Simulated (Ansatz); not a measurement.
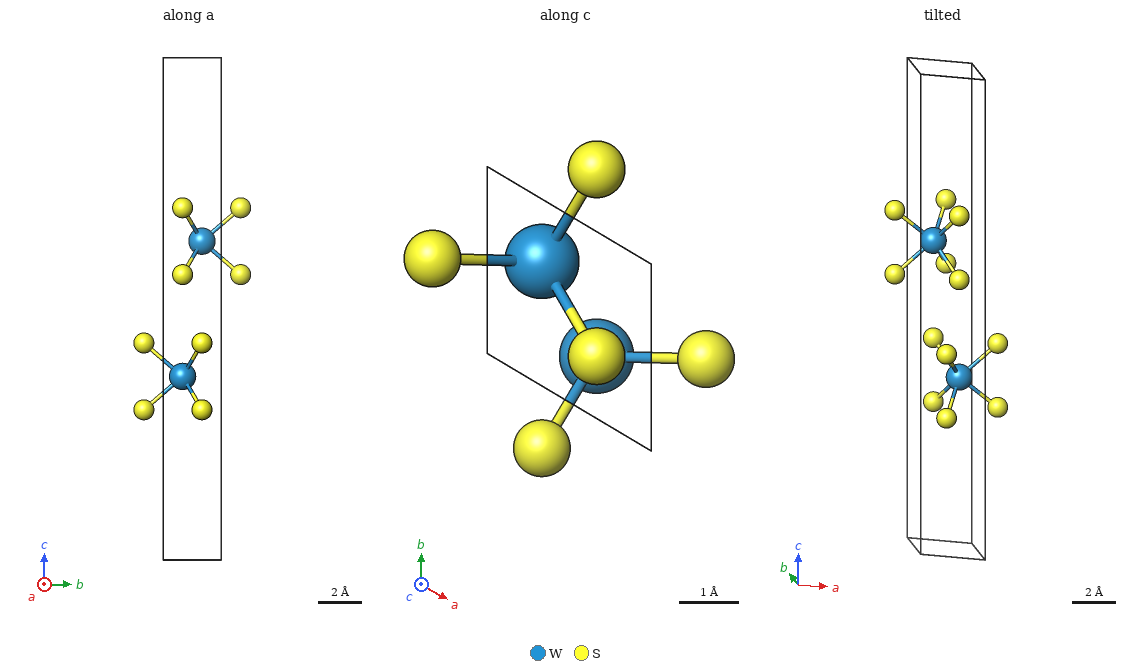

Structure drawing (ball-and-stick), viewed along the a axis, along the c axis and slightly off an axis. Lines trace the edges of the simulation cell. A few atoms beyond the faces are included. Cell: a = 3.240 Å, b = 3.170 Å, c = 23.567 Å, α = 90.00°, β = 90.00°, γ = 120.74°.

In words:

- The compound is WS2.
- Content of the cell: 2 W, 4 S (Z = 2).
- The neighbours of W are six S in a trigonal prismatic arrangement at about 2.4 Å. S is surrounded by three W in a trigonal pyramidal arrangement at about 2.4 Å. Not all metal-metal contacts are counted.
- The bonds build WS2 layers parallel to (001).

The cell started as a structure listed in the Materials Project. The cell was then strained or its atoms displaced on purpose. It was run through Ansatz as a DFT input.
